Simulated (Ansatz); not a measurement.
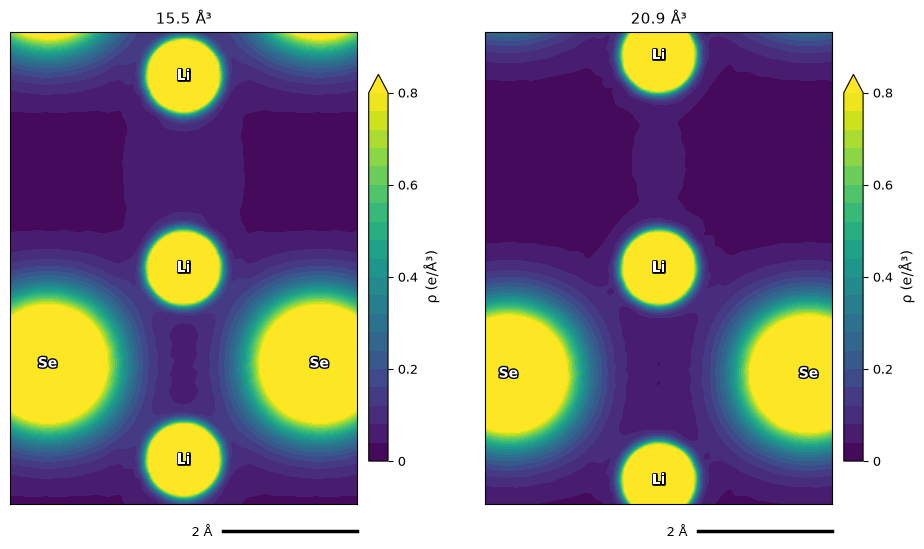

Li$_{2}$Se. The valence electron density of cells scaled evenly to different volumes (given per atom above each panel), on the (011̄) plane of each (indices in the axes of the cell below), at one length scale and on one colour scale.

Theory: Ansatz, DFT PBE, scalar-relativistic, plane waves, PAW.

In a PAW calculation such maps are meaningful between the atoms, not at the nuclei.

The largest cell:

```cif
data_structure
_symmetry_space_group_name_H-M 'P 1'
_symmetry_Int_Tables_number 1
_cell_length_a 4.4585
_cell_length_b 4.4585
_cell_length_c 4.4585
_cell_angle_alpha 60.000
_cell_angle_beta 60.000
_cell_angle_gamma 60.000
_cell_volume 62.67
loop_
_atom_site_label
_atom_site_type_symbol
_atom_site_fract_x
_atom_site_fract_y
_atom_site_fract_z
_atom_site_occupancy
Li1 Li 0.25000 0.25000 0.25000 1
Li2 Li 0.75000 0.75000 0.75000 1
Se1 Se 0.00000 0.00000 0.00000 1
```

| volume (Å³/atom) | Li–Se contact in the plane (Å) | ρ at its midpoint (e/Å³) | pressure (GPa) | gap on the mesh (eV) | 
| --- | --- | --- | --- | --- |
| 15.47 | 2.470 | 0.323 | 7.0 | 2.82 | 
| 16.73 | 2.535 | ? | ? | ? | 
| 20.89 | 2.730 | 0.218 | −3.7 | 2.81 | 

> Estimate the missing row, and compare with the calculation.

Over the known rows ln ρ falls by 1.51 per Å of Li–Se distance (the line through the two), which gives 0.293 e/Å³ at 2.535 Å; the calculation gives 0.293 e/Å³. For the pressure, a straight line in volume between the neighbouring rows gives 4.5 GPa; the calculation gives 3.0, lower because pressure rises ever faster on compression. For the gap on the mesh, a straight line in volume between the neighbouring rows gives 2.82 eV; the calculation gives 2.91.
